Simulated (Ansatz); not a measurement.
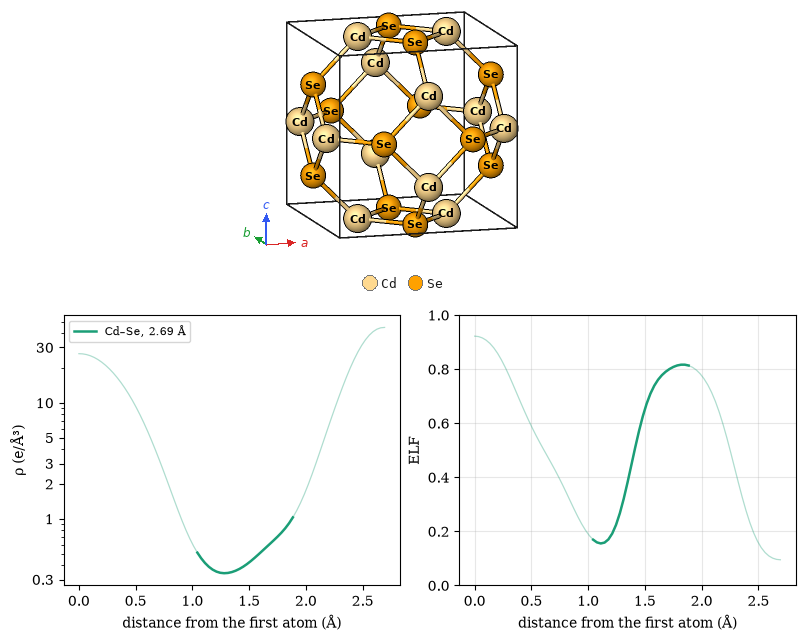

Figure. CdSe. Valence charge density (pseudo) and electron localisation function along straight lines between neighbouring atoms. Thin, pale parts lie inside the atomic spheres. The structure is drawn too.

Space group Pm-3n; a structure generated by program, which may or may not match a known phase.

All numbers below come from DFT PBE, scalar-relativistic, plane waves, PAW (Ansatz 0.2.0).

The density is the valence pseudo-density of a PAW calculation; it isn't the true density close to the nuclei.

Q: What can be read from the curves?

A: Cd–Se (2.69 Å): ρ is about 0.35 e/Å³ halfway; the ELF is about 0.40 at the midpoint and 0.15 at its lowest between the atoms.
